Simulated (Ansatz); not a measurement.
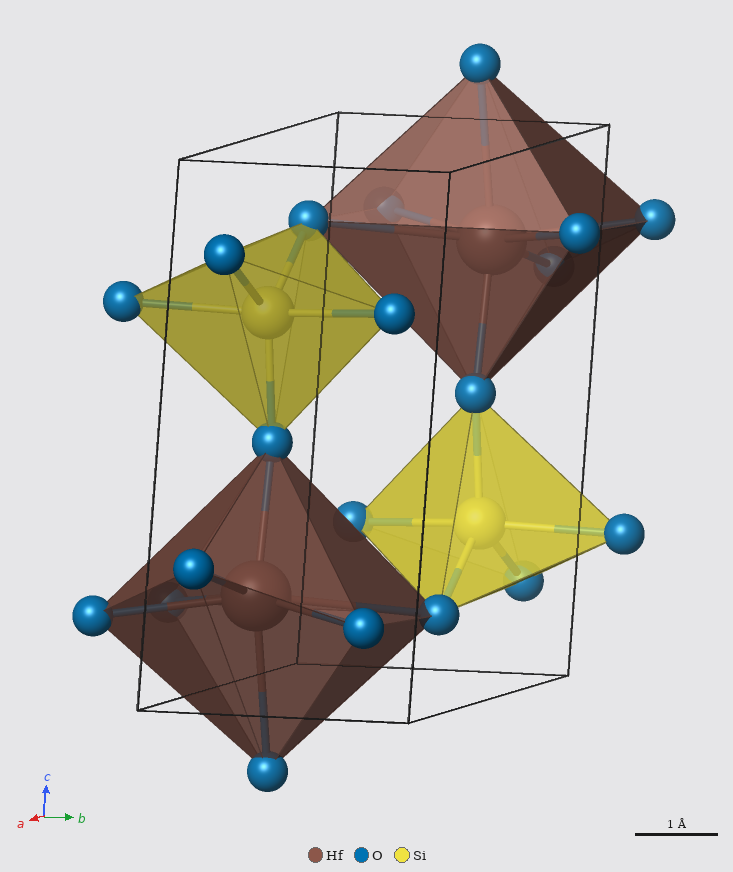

View slightly off an axis, drawn as a polyhedral model. The conventional unit cell is outlined; an atom on or near a face, edge or corner is repeated at each equivalent position. A few atoms beyond the faces are included.

HfSiO4, space group P2_1/m (No. 11), a = 5.351 Å, b = 3.580 Å, c = 6.809 Å, α = 90.00°, β = 101.72°, γ = 90.00°. The model was built from a structure type filled with these elements by a generator (whether the compound takes this form wasn't checked). Earlier steps of the study, as a rule a relaxation of our own, may have changed the cell and positions, so they can lie some per cent off the listed ones. Ansatz was used for an electronic-structure calculation on it.

This one geometry was computed with Ansatz (DFT, plane waves, PAW) at five levels of theory: r2SCAN, PBE0, PBE with spin-orbit coupling, PBE and HSE06. It was relaxed beforehand with r2SCAN.

Which level gives the highest pressure at this volume, and what does that say about its equilibrium volume?

Highest: PBE with spin-orbit coupling (6.4 GPa) and PBE (6.5 GPa), which points to the largest equilibrium volume. Lowest, with the smallest volume: r2SCAN (0.0 GPa), PBE0 (-0.3 GPa) and HSE06 (-0.3 GPa). Levels within 0.5 GPa of each other can't be told apart.

How does the band gap change with the level of theory?

PBE with spin-orbit coupling: a gap of 4.66 eV, indirect; PBE: a gap of 4.68 eV, indirect; r2SCAN: a gap of 5.21 eV, indirect; HSE06: a gap of 6.36 eV, indirect; PBE0: a gap of 7.13 eV, indirect.

Collect the results in a table.

| level | cutoff (eV) | k-mesh of the run's cell | gap (eV) | pressure (GPa) |
| --- | --- | --- | --- | --- |
| r2SCAN | 500 | 6×8×4 | 5.21 | 0.0 |
| PBE0 | 420 | 4×4×2 | 7.13 | -0.3 |
| PBE with spin-orbit coupling | 420 | 6×8×4 | 4.66 | 6.4 |
| PBE | 420 | 6×8×4 | 4.68 | 6.5 |
| HSE06 | 420 | 4×4×2 | 6.36 | -0.3 |

Gaps are taken on the k-mesh or band path of each run.
